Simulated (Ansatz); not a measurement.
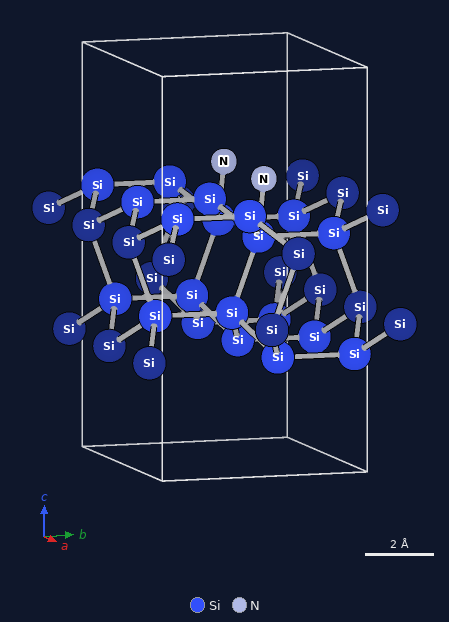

Figure 1. The starting structure (ball-and-stick view of the 2 × 1 repeat of the cell, with the vacuum cut short, seen slightly off an axis; neighbours outside the cell are drawn fainter). An atom can appear more than once, as a periodic image.

# Geometry relaxation of Si8N (part 1 of 2)

System: Si8N (slab, 9 atoms in the cell).
Method: DFT PBE, scalar-relativistic, plane waves, PAW, PAW set soft_1, spin-polarised (Ansatz 0.2.0).

The structure derives from a Materials Project entry. The input holds or restrains some coordinates. Forces given for the steps count only the free coordinates.

## Output
```
Engine: ansatz 0.2.0, x86_64-unknown-linux-gnu
Pseudopotentials: kind: paw
Pseudopotential: Si, paw, valence charge 4, recommended cutoff 420 eV (normal), [file]
Pseudopotential: N, paw, valence charge 5, recommended cutoff 420 eV (normal), [file]
Functional definition: PBE
  parameter kappa = 0.804
  parameter beta = 0.06672455060314922
  exchange = pbe_x(kappa = kappa, mu = beta*pi^2/3)
  correlation = pbe_c(beta = beta)
Crystal: 9 atoms, lattice volume = 484.153 Å³
Basis set: ecut = 420 eV, 9523 PW (Γ), exchange–correlation on 54×90×270 points (8 copies of the dense FFT grid, shifted against one another)
Bands: 29, of which v1, the nominal top of the filled ones, is band 19 counted from 1 (18 counted from 0)
Symmetry: 2 space group operations
k-points: 12 of 28 (time reversal used)
Non-local potential: Si, projectors of the file, l = 0: 2, l = 1: 2, l = 2: 1
Non-local potential: N, projectors of the file, l = 0: 2, l = 1: 2, l = 2: 1
PAW form: soft (Blöchl's): semilocal exchange-correlation on the pseudo side does not see the compensation charge
PAW one-centre angular grid: Si, 110 points (default); XC on 64 Gauss nodes
PAW one-centre angular grid: N, 110 points (default); XC on 64 Gauss nodes
Initial density: superposition of atomic densities (neutral atoms: chi_scale 0, normalization atom)
Starting moments: Σ|m| = 3 μB on 1 of 9 sites
Initial wavefunctions: pseudopotential atomic-orbital guess
Functional: x = pbe(κ = 0.804, μ = 0.2195149727645171), c = pbe(β = 0.06672455060314922)
SCF iter   1: F=—  HF=-5463.967688 eV  |F-HF|=—  |Δ(HF+E_count)|=         —  Δρ=3.84e-2 (↑1.58e-2 ↓3.84e-2)  dr2=1.36e1  dr2_m=2.12e0  M=0.912 μB ∫|m|=1.407 μB  β_m=0.30  ethr=3.10e-3  p=-0.000 e·Å  D=-3.15e-7 V/Å  ΔV_dip=0.00 eV  dr2_dipole=1.35e0  V_vac-E_F(+/−)=6.54/6.54 eV  ⟨swp⟩=11.6  Hψ=5468  notcnv=0  defer=6
efield: sawtooth ramp at fractional position 0.8107 (placed from the atoms, in the widest stretch of the axis that holds none; the zero of the levels goes with the place), width 0.0400; the density the first Hamiltonian is built on has a dipole p = -0.000 e·Å; the dipole correction subtracts the counter field D = -3.15e-7 V/Å, which shifts the + side's vacuum level by +0.00 eV against the − side's; the planar-averaged density in the ramp window peaks in size at 7.1e-7 e/Å³
preconditioner: auto → LDOS  [metal: Δε(μ)=0.049 eV  Ē_g=7.721 eV  σ=0.050 eV  W_gap=0.45  n_scr=38 (ndim 8)  ℏωp=10.0 eV  f_vac=0.544  D(μ)=2.74/eV (n_scr^D=8)]
spin=Collinear: LDOS preconditioning applied to the charge; magnetization (m = ρ↑ − ρ↓) channel mixes plain (no charge-response kernel on spin).
SCF iter   2: F=—  HF=-5463.424706 eV  |F-HF|=—  |Δ(HF+E_count)|=   5.43e-1  Δρ=2.59e-2 (↑1.16e-2 ↓2.59e-2)  dr2=4.90e0  dr2_m=1.15e0  M=0.708 μB ∫|m|=1.243 μB  β_m=0.30  ethr=3.10e-3  p=-0.032 e·Å  D=-1.20e-2 V/Å  ΔV_dip=0.24 eV  dr2_dipole=4.30e-1  V_vac-E_F(+/−)=6.22/5.99 eV  ⟨swp⟩=3.2  Hψ=1542  notcnv=0  defer=83  κ⁻¹=1.0e0(r=1)
preconditioner: auto → Resta (q_TF=auto, 1.777 Å⁻¹)  ε∞=2.7  [insulator: Δε(μ)=0.066 eV  Ē_g=7.766 eV  σ=0.050 eV  W_gap=0.63  n_scr=38 (ndim 8)  ℏωp=10.1 eV  f_vac=0.548  D(μ)=3.63/eV (n_scr^D=12)  ε∞_Penn≈2.7  vacuum switching on, ρ_ref=4.4e-3 e/Å³]
spin=Collinear: Resta preconditioning applied to the charge; magnetization (m = ρ↑ − ρ↓) channel mixes plain (no charge-response kernel on spin).
SCF iter   3: F=—  HF=-5463.101706 eV  |F-HF|=—  |Δ(HF+E_count)|=   3.23e-1  Δρ=1.48e-2 (↑1.48e-2 ↓8.88e-3)  dr2=4.99e-1  dr2_m=5.64e-1  M=0.712 μB ∫|m|=1.250 μB  β_m=0.30  ethr=3.10e-3  p=-0.070 e·Å  D=-2.62e-2 V/Å  ΔV_dip=0.52 eV  dr2_dipole=1.58e-2  V_vac-E_F(+/−)=5.65/5.13 eV  ⟨swp⟩=3.1  Hψ=1425  notcnv=0  defer=82  κ⁻¹=1.6e-2(r=2)
SCF iter   4: F=—  HF=-5463.264242 eV  |F-HF|=—  |Δ(HF+E_count)|=   1.63e-1  Δρ=1.08e-2 (↑1.01e-2 ↓1.08e-2)  dr2=1.84e-1  dr2_m=4.57e-1  M=0.415 μB ∫|m|=1.066 μB  β_m=0.30  ethr=1.35e-3  p=-0.067 e·Å  D=-2.52e-2 V/Å  ΔV_dip=0.50 eV  dr2_dipole=3.47e-2  V_vac-E_F(+/−)=5.73/5.23 eV  ⟨swp⟩=2.4  Hψ=1043  notcnv=0  defer=82  κ⁻¹=6.6e-3(r=3)
SCF iter   5: F=—  HF=-5463.399483 eV  |F-HF|=—  |Δ(HF+E_count)|=   1.35e-1  Δρ=8.81e-3 (↑8.81e-3 ↓8.01e-3)  dr2=9.12e-2  dr2_m=3.03e-1  M=0.334 μB ∫|m|=0.955 μB  β_m=0.30  ethr=4.98e-4  p=-0.100 e·Å  D=-3.75e-2 V/Å  ΔV_dip=0.74 eV  dr2_dipole=1.54e-2  V_vac-E_F(+/−)=5.74/5.00 eV  ⟨swp⟩=2.0  Hψ=835  notcnv=0  defer=84  κ⁻¹=3.3e-3(r=4)
SCF iter   6: F=—  HF=-5463.498805 eV  |F-HF|=—  |Δ(HF+E_count)|=   9.93e-2  Δρ=7.54e-3 (↑6.03e-3 ↓7.54e-3)  dr2=4.27e-2  dr2_m=2.03e-1  M=0.295 μB ∫|m|=0.857 μB  β_m=0.30  ethr=2.46e-4  p=-0.098 e·Å  D=-3.66e-2 V/Å  ΔV_dip=0.72 eV  dr2_dipole=5.20e-3  V_vac-E_F(+/−)=5.69/4.97 eV  ⟨swp⟩=2.4  Hψ=1051  notcnv=0  defer=86  κ⁻¹=4.4e-4(r=5)
SCF iter   7: F=—  HF=-5463.558963 eV  |F-HF|=—  |Δ(HF+E_count)|=   6.02e-2  Δρ=6.04e-3 (↑5.23e-3 ↓6.04e-3)  dr2=1.87e-2  dr2_m=1.40e-1  M=0.237 μB ∫|m|=0.765 μB  β_m=0.30  ethr=1.15e-4  p=-0.100 e·Å  D=-3.74e-2 V/Å  ΔV_dip=0.74 eV  dr2_dipole=3.61e-3  V_vac-E_F(+/−)=5.68/4.94 eV  ⟨swp⟩=1.5  Hψ=778  notcnv=0  defer=86  κ⁻¹=2.1e-4(r=6)
SCF iter   8: F=—  HF=-5463.600178 eV  |F-HF|=—  |Δ(HF+E_count)|=   4.12e-2  Δρ=4.88e-3 (↑4.58e-3 ↓4.88e-3)  dr2=5.40e-3  dr2_m=9.90e-2  M=0.177 μB ∫|m|=0.678 μB  β_m=0.30  ethr=5.05e-5  p=-0.104 e·Å  D=-3.87e-2 V/Å  ΔV_dip=0.77 eV  dr2_dipole=1.06e-3  V_vac-E_F(+/−)=5.68/4.91 eV  ⟨swp⟩=1.8  Hψ=962  notcnv=0  defer=86  κ⁻¹=1.7e-5(r=7)
SCF iter   9: F=—  HF=-5463.629359 eV  |F-HF|=—  |Δ(HF+E_count)|=   2.92e-2  Δρ=4.00e-3 (↑4.00e-3 ↓4.00e-3)  dr2=4.21e-4  dr2_m=7.09e-2  M=0.127 μB ∫|m|=0.599 μB  β_m=0.42  ethr=1.46e-5  p=-0.107 e·Å  D=-4.01e-2 V/Å  ΔV_dip=0.79 eV  dr2_dipole=1.94e-6  V_vac-E_F(+/−)=5.67/4.88 eV  ⟨swp⟩=2.0  Hψ=1148  notcnv=0  defer=86
Mixer restart at iter 9: flushing history
spin-set hold released at iteration 9 (site moments contracting): the magnetisation degrees of freedom join the quasi-Newton model from the next iteration; the mixer history was flushed
SCF iter  10: F=—  HF=-5463.656605 eV  |F-HF|=—  |Δ(HF+E_count)|=   2.72e-2  Δρ=3.12e-3 (↑3.10e-3 ↓3.12e-3)  dr2=5.02e-4  dr2_m=4.28e-2  M=0.087 μB ∫|m|=0.510 μB  β_m=0.46  ethr=1.14e-6  p=-0.108 e·Å  D=-4.02e-2 V/Å  ΔV_dip=0.79 eV  dr2_dipole=1.55e-6  V_vac-E_F(+/−)=5.66/4.87 eV  ⟨swp⟩=3.0  Hψ=1524  notcnv=0  defer=86  κ⁻¹=1.0e0(r=1)
density mixer auto → broyden: no gap read (density of states about μ 0.86 of a free-electron gas's, 38 screened modes)
SCF iter  11: F=—  HF=-5463.699558 eV  |F-HF|=—  |Δ(HF+E_count)|=   4.30e-2  Δρ=5.87e-4 (↑5.87e-4 ↓5.41e-4)  dr2=9.87e-4  dr2_m=1.31e-3  M=0.049 μB ∫|m|=0.226 μB  β_m=0.30  ethr=1.14e-6  p=-0.106 e·Å  D=-3.97e-2 V/Å  ΔV_dip=0.78 eV  dr2_dipole=6.13e-5  V_vac-E_F(+/−)=5.60/4.82 eV  ⟨swp⟩=4.6  Hψ=2318  notcnv=0  defer=77  κ⁻¹=1.0e-2(r=2)
SCF iter  12: F=—  HF=-5463.701004 eV  |F-HF|=—  |Δ(HF+E_count)|=   1.45e-3  Δρ=5.16e-4 (↑4.88e-4 ↓5.16e-4)  dr2=7.73e-5  dr2_m=1.11e-3  M=0.049 μB ∫|m|=0.215 μB  β_m=0.30  ethr=1.14e-6  p=-0.108 e·Å  D=-4.03e-2 V/Å  ΔV_dip=0.80 eV  dr2_dipole=1.05e-5  V_vac-E_F(+/−)=5.61/4.81 eV  ⟨swp⟩=2.3  Hψ=1081  notcnv=0  defer=76  κ⁻¹=2.3e-3(r=3)
SCF iter  13: F=—  HF=-5463.703744 eV  |F-HF|=—  |Δ(HF+E_count)|=   2.74e-3  Δρ=4.14e-4 (↑3.35e-4 ↓4.14e-4)  dr2=3.98e-4  dr2_m=6.12e-4  M=0.048 μB ∫|m|=0.184 μB  β_m=0.30  ethr=2.09e-7  p=-0.107 e·Å  D=-3.98e-2 V/Å  ΔV_dip=0.79 eV  dr2_dipole=1.35e-4  V_vac-E_F(+/−)=5.60/4.81 eV  ⟨swp⟩=3.3  Hψ=1370  notcnv=0  defer=76  κ⁻¹=2.2e-3(r=4)
SCF iter  14: F=—  HF=-5463.704899 eV  |F-HF|=—  |Δ(HF+E_count)|=   1.16e-3  Δρ=2.89e-4 (↑2.89e-4 ↓2.84e-4)  dr2=1.05e-4  dr2_m=3.62e-4  M=0.045 μB ∫|m|=0.158 μB  β_m=1.20  ethr=2.09e-7  p=-0.108 e·Å  D=-4.04e-2 V/Å  ΔV_dip=0.80 eV  dr2_dipole=4.14e-5  V_vac-E_F(+/−)=5.61/4.81 eV  ⟨swp⟩=2.6  Hψ=1188  notcnv=0  defer=76  κ⁻¹=1.5e-3(r=5)
SCF iter  15: F=—  HF=-5463.706090 eV  |F-HF|=—  |Δ(HF+E_count)|=   1.19e-3  Δρ=9.23e-5 (↑9.23e-5 ↓9.14e-5)  dr2=1.37e-5  dr2_m=3.47e-5  M=0.031 μB ∫|m|=0.083 μB  β_m=1.20  ethr=2.09e-7  p=-0.108 e·Å  D=-4.02e-2 V/Å  ΔV_dip=0.79 eV  dr2_dipole=1.35e-7  V_vac-E_F(+/−)=5.60/4.81 eV  ⟨swp⟩=3.1  Hψ=1514  notcnv=0  defer=76  κ⁻¹=5.2e-4(r=6)
SCF iter  16: F=—  HF=-5463.706216 eV  |F-HF|=—  |Δ(HF+E_count)|=   1.27e-4  Δρ=4.40e-5 (↑4.40e-5 ↓4.22e-5)  dr2=3.06e-6  dr2_m=7.21e-6  M=0.019 μB ∫|m|=0.052 μB  β_m=1.20  ethr=3.70e-8  p=-0.107 e·Å  D=-4.02e-2 V/Å  ΔV_dip=0.79 eV  dr2_dipole=4.41e-8  V_vac-E_F(+/−)=5.60/4.81 eV  ⟨swp⟩=26.2  Hψ=9465  notcnv=0  κ⁻¹=8.3e-5(r=7)
SCF iter  17: F=—  HF=-5463.706297 eV  |F-HF|=—  |Δ(HF+E_count)|=   8.04e-5  Δρ=2.24e-5 (↑2.17e-5 ↓2.24e-5)  dr2=5.24e-7  dr2_m=2.02e-6  M=0.010 μB ∫|m|=0.029 μB  β_m=1.20  ethr=8.28e-9  p=-0.107 e·Å  D=-4.01e-2 V/Å  ΔV_dip=0.79 eV  dr2_dipole=2.10e-9  V_vac-E_F(+/−)=5.60/4.81 eV  ⟨swp⟩=17.7  Hψ=7891  notcnv=0  κ⁻¹=1.3e-5(r=8)
SCF iter  18: F=—  HF=-5463.706323 eV  |F-HF|=—  |Δ(HF+E_count)|=   2.59e-5  Δρ=7.56e-6 (↑7.18e-6 ↓7.56e-6)  dr2=6.89e-8  dr2_m=2.25e-7  M=0.003 μB ∫|m|=0.009 μB  β_m=0.83  ethr=1.42e-9  p=-0.107 e·Å  D=-4.01e-2 V/Å  ΔV_dip=0.79 eV  dr2_dipole=5.00e-9  V_vac-E_F(+/−)=5.60/4.81 eV  ⟨swp⟩=17.4  Hψ=7757  notcnv=0  κ⁻¹=3.9e-6(r=8)
SCF iter  19: F=—  HF=-5463.706324 eV  |F-HF|=—  |Δ(HF+E_count)|=   1.08e-6  Δρ=2.81e-6 (↑2.60e-6 ↓2.81e-6)  dr2=2.79e-8  dr2_m=2.32e-8  M=0.001 μB ∫|m|=0.002 μB  β_m=1.20  ethr=1.86e-10  p=-0.107 e·Å  D=-4.01e-2 V/Å  ΔV_dip=0.79 eV  dr2_dipole=1.21e-9  V_vac-E_F(+/−)=5.60/4.81 eV  ⟨swp⟩=15.2  Hψ=6427  notcnv=0  κ⁻¹=1.2e-5(r=8)
SCF iter  20: F=-5463.706324 eV  HF=-5463.706324 eV  |F-HF|=2.10e-8  |Δ(HF+E_count)|=   7.04e-8  Δρ=8.98e-7 (↑8.98e-7 ↓8.78e-7)  dr2=2.41e-9  dr2_m=2.78e-9  M=0.000 μB ∫|m|=0.001 μB  ethr=7.55e-11  p=-0.107 e·Å  D=-4.01e-2 V/Å  ΔV_dip=0.79 eV  dr2_dipole=4.28e-13  V_vac-E_F(+/−)=5.60/4.81 eV  ⟨swp⟩=12.2  Hψ=5352  notcnv=0
WARN: the starting moments were not kept: the SCF closed with an absolute magnetisation of 6.0e-4 μB, where they sum to 3 μB in size (1 site). That is at most 0.1 of that sum. Measured as dr2_m measures the in/out step, that magnetisation stands 2.9e-8 eV from none, at or under the dr2_threshold of 1.6e-5 eV: it is no larger than a step whose dr2_m would equal this threshold. The system may hold no moment; this SCF shows only that its start led to no more than that. To try another start: raise the starting moments (crystal.atoms[].spin, magnetization.per_species, magnetization.initial_magnetization, or on a non-collinear deck that types none of these the spinor_matrix: blocks that start its atoms; where the total moment is fixed, keep their sum and leave initial_magnetization as it is; typed ones take the place of any that the run laid by itself, positive ones on a crystal's lanthanoids without a Hubbard term where scf.initial_density.shell_occupations: [] is typed) or, if the notice of its spin-set hold's release reads "site moments contracting" or "site moments show no strong build", lengthen the hold (scf.mixing.spin_hold: { on: { confirm: 4 } }; for m-r²SCAN on two components see the key's manual first). Each may lead to a state that holds a moment. A second SCF, from the converged charge density, with the starting moments and any scf.initial_density.shell_occupations laid on it anew, would have followed, and was not run: the deck does not ask for one (magnetization.retry_lost_moments is false, the default). To let it run, set magnetization.retry_lost_moments: true and run the deck again, where that key's refused combinations let it; where memory then withholds it, that run's warning says so.
SCF 1 converged in 20 iterations: F = -5463.706324 eV  dr2 = 2.41e-9
  greatest PAW one-centre occupation: 0.836 electrons in one spin orbital (limit 2), on the N atom at site 8 (counted from 0), in its partial waves of l = 0
relax step   1: F+E_penalty+E_count = -5463.70632365 eV  Δ(F+E_penalty+E_count) = +0.000e0 eV  max|allowed force component| = 1.408e-2 eV/Å  Δτ_max = 0.0000 Å  (20 SCF iters, dr2 threshold 1.56e-5 eV, accepted)
Initial density: handed on by an earlier stage of this run
Starting moments: Σ|m| = 3 μB on 1 of 9 sites; this step starts from the density that it was given
Initial wavefunctions: those handed on with the density
iter 1 solved again at ethr=6.49e-12 eV; its pass at ethr=3.10e-3 eV (dr2=2.40e-9 eV) is discarded
SCF iter   1: F=—  HF=-5463.706324 eV  |F-HF|=—  |Δ(HF+E_count)|=         —  Δρ=8.98e-7 (↑8.98e-7 ↓8.78e-7)  dr2=2.41e-9  dr2_m=2.78e-9  M=0.000 μB ∫|m|=0.001 μB  β_m=0.59  ethr=6.49e-12  p=-0.107 e·Å  D=-4.01e-2 V/Å  ΔV_dip=0.79 eV  dr2_dipole=4.09e-13  V_vac-E_F(+/−)=5.60/4.81 eV  ⟨swp⟩=1.0  Hψ=1968  notcnv=0
efield: sawtooth ramp at fractional position 0.8107 (handed on by an earlier solve), width 0.0400; the density the first Hamiltonian is built on has a dipole p = -0.107 e·Å; the dipole correction subtracts the counter field D = -4.01e-2 V/Å, which shifts the + side's vacuum level by +0.79 eV against the − side's; the planar-averaged density in the ramp window peaks in size at 8.8e-7 e/Å³
preconditioner: auto → Resta (q_TF=auto, 1.777 Å⁻¹)  ε∞=2.7  [insulator: Δε(μ)=0.174 eV  Ē_g=7.843 eV  σ=0.050 eV  W_gap=0.79  n_scr=38 (ndim 8)  ℏωp=10.3 eV  f_vac=0.560  D(μ)=2.97/eV (n_scr^D=12)  ε∞_Penn≈2.7  vacuum switching on, ρ_ref=4.5e-3 e/Å³]
spin=Collinear: Resta preconditioning applied to the charge; magnetization (m = ρ↑ − ρ↓) channel mixes plain (no charge-response kernel on spin).
SCF iter   2: F=—  HF=-5463.706324 eV  |F-HF|=—  |Δ(HF+E_count)|=   7.94e-9  Δρ=8.21e-7 (↑8.21e-7 ↓7.66e-7)  dr2=1.21e-9  dr2_m=2.45e-9  M=0.000 μB ∫|m|=0.001 μB  β_m=0.54  ethr=6.49e-12  p=-0.107 e·Å  D=-4.01e-2 V/Å  ΔV_dip=0.79 eV  dr2_dipole=1.20e-12  V_vac-E_F(+/−)=5.60/4.81 eV  ⟨swp⟩=7.0  Hψ=4311  notcnv=0  κ⁻¹=1.0e0(r=1)
density mixer auto → broyden: gapped, with many states about μ (density of states about μ 0.85 of a free-electron gas's, 38 screened modes)
iter 3 did not close the SCF: its close was put off for a magnetic moment that had not settled (scf_convergence_deferred on its scf_iter line)
SCF iter   3: F=-5463.706324 eV  HF=-5463.706324 eV  |F-HF|=5.36e-9  |Δ(HF+E_count)|=   2.95e-9  Δρ=6.65e-7 (↑6.36e-7 ↓6.65e-7)  dr2=3.15e-10  dr2_m=1.82e-9  M=0.000 μB ∫|m|=0.000 μB  β_m=0.30  ethr=3.28e-12  p=-0.107 e·Å  D=-4.01e-2 V/Å  ΔV_dip=0.79 eV  dr2_dipole=4.53e-12  V_vac-E_F(+/−)=5.60/4.81 eV  ⟨swp⟩=9.1  Hψ=4158  notcnv=0  κ⁻¹=1.8e-1(r=2)
iter 4 did not close the SCF: its close was put off for a magnetic moment that had not settled (scf_convergence_deferred on its scf_iter line)
SCF iter   4: F=-5463.706324 eV  HF=-5463.706324 eV  |F-HF|=1.75e-9  |Δ(HF+E_count)|=   7.90e-9  Δρ=5.45e-7 (↑5.45e-7 ↓5.24e-7)  dr2=2.05e-10  dr2_m=1.26e-9  M=-0.000 μB ∫|m|=0.000 μB  β_m=1.20  ethr=1.00e-12  p=-0.107 e·Å  D=-4.01e-2 V/Å  ΔV_dip=0.79 eV  dr2_dipole=6.59e-11  V_vac-E_F(+/−)=5.60/4.81 eV  ⟨swp⟩=5.9  Hψ=4282  notcnv=0  κ⁻¹=1.0e-1(r=3)
iter 5 did not close the SCF: its close was put off for a magnetic moment that had not settled (scf_convergence_deferred on its scf_iter line)
SCF iter   5: F=-5463.706324 eV  HF=-5463.706324 eV  |F-HF|=1.26e-9  |Δ(HF+E_count)|=   4.72e-9  Δρ=2.19e-7 (↑2.19e-7 ↓1.60e-7)  dr2=7.09e-10  dr2_m=1.41e-10  M=-0.000 μB ∫|m|=0.000 μB  β_m=1.20  ethr=1.00e-12  p=-0.107 e·Å  D=-4.01e-2 V/Å  ΔV_dip=0.79 eV  dr2_dipole=2.73e-10  V_vac-E_F(+/−)=5.60/4.81 eV  ⟨swp⟩=5.9  Hψ=4244  notcnv=0  κ⁻¹=4.3e-2(r=4)
SCF iter   6: F=-5463.706324 eV  HF=-5463.706324 eV  |F-HF|=2.42e-10  |Δ(HF+E_count)|=  1.92e-10  Δρ=7.67e-8 (↑7.67e-8 ↓7.28e-8)  dr2=2.04e-11  dr2_m=2.31e-11  M=-0.000 μB ∫|m|=0.000 μB  ethr=1.00e-12  p=-0.107 e·Å  D=-4.01e-2 V/Å  ΔV_dip=0.79 eV  dr2_dipole=4.80e-12  V_vac-E_F(+/−)=5.60/4.81 eV  ⟨swp⟩=6.0  Hψ=3804  notcnv=0
the starting moments were not kept: the SCF closed with an absolute magnetisation of 7.3e-5 μB, where they sum to 3 μB in size (1 site). That is at most 0.1 of that sum. Measured as dr2_m measures the in/out step, that magnetisation stands 2.5e-10 eV from none, at or under the dr2_threshold of 1.0e-7 eV: it is no larger than a step whose dr2_m would equal this threshold.
SCF 2 converged in 6 iterations: F = -5463.706324 eV  dr2 = 2.04e-11
relax step   2: F+E_penalty+E_count = -5463.70632368 eV  Δ(F+E_penalty+E_count) = -2.853e-8 eV  max|allowed force component| = 1.407e-2 eV/Å  Δτ_max = 0.0000 Å  (6 SCF iters, accepted)
```

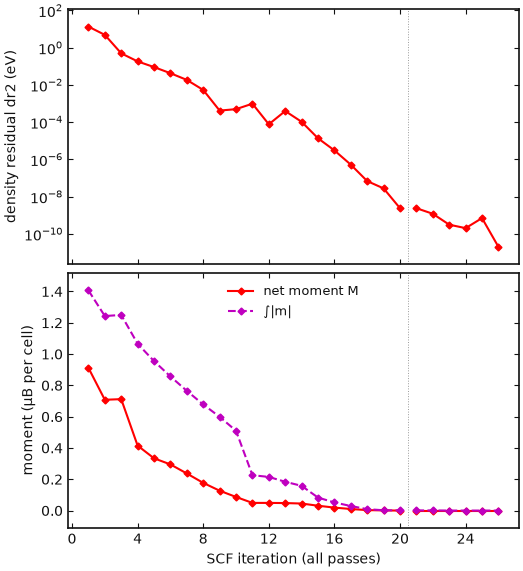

Figure 2. Convergence of the self-consistent field: density residual dr2 and magnetic moment against the SCF iteration. The dotted lines part the SCF passes of the relaxation: geometry steps, rejected trials and re-solves on a re-selected basis. The passes take 20 and 6 iterations. The net moment goes from 0.9 to 0.0 μB per cell, and ∫|m| falls to zero.
